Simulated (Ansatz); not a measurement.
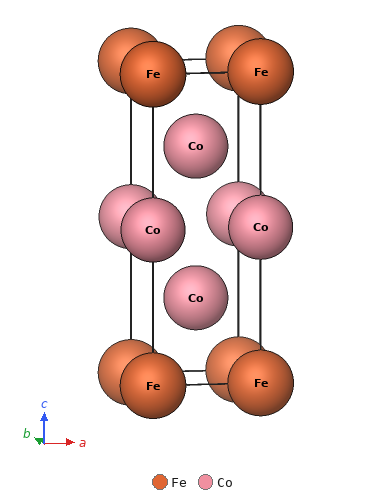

We look at a spheres-only model of the crystal slightly off an axis. Atoms at the boundary of the conventional unit cell (the box) are drawn once for each face, edge or corner they touch. Cell: a = 2.46 Å, b = 2.46 Å, c = 7.03 Å, α = 90.00°, β = 90.00°, γ = 90.00°.

The cell started as a structure listed in the Materials Project. Earlier steps of the study may have refined or changed the cell and positions. It was the input of a calculation with Ansatz.

**What is this?**

Formula: FeCo$_{3}$. It belongs to space group P4/mmm (No. 123) and has a primitive tetragonal lattice. In the cell are 1 Fe, 3 Co, which makes 1 formula unit. The coordination shell of Fe holds eight Co and four Fe in a cuboctahedral arrangement (about 2.5 Å to Co, 2.5 Å to Fe). Co takes two kinds of site: 2h with eight Co and four Fe in a cuboctahedral arrangement (about 2.4 Å to Co, 2.5 Å to Fe); 1b with twelve Co in a cuboctahedral arrangement at about 2.4 Å.

Level of theory: DFT PBEsol, scalar-relativistic, plane waves, PAW in Ansatz 0.2.0. Settings were an energy cutoff of 420 eV, a 16×16×6 sampling of the Brillouin zone, Gaussian smearing of 0.1 eV, collinear spins.

**Which atoms carry magnetic moments in this run, and how do they order?**

The state reached is ferromagnetic. Sizes: Fe 2.4 μB and Co 1.7 μB; net moment 7.2 μB in the run's cell of 4 atoms.

**How large a gap does the method give, if there is one?**

A metal: bands cross the Fermi level.

**What net charge does each kind of atom have (Bader)?**

Fe +0.14 e; Co -0.07 to 0.00 e.

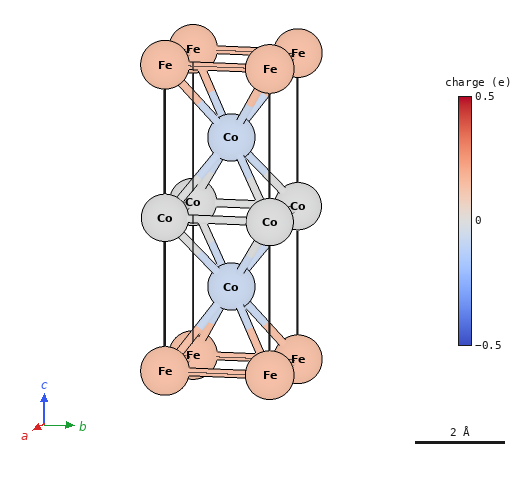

The atoms coloured by those charges. The run's cell of 4 atoms is drawn.

**Does this geometry sit at a stationary point of the energy?**

Yes. All forces vanish to within 0.01 eV/Å. The pressure is 0.0 GPa, close to zero.
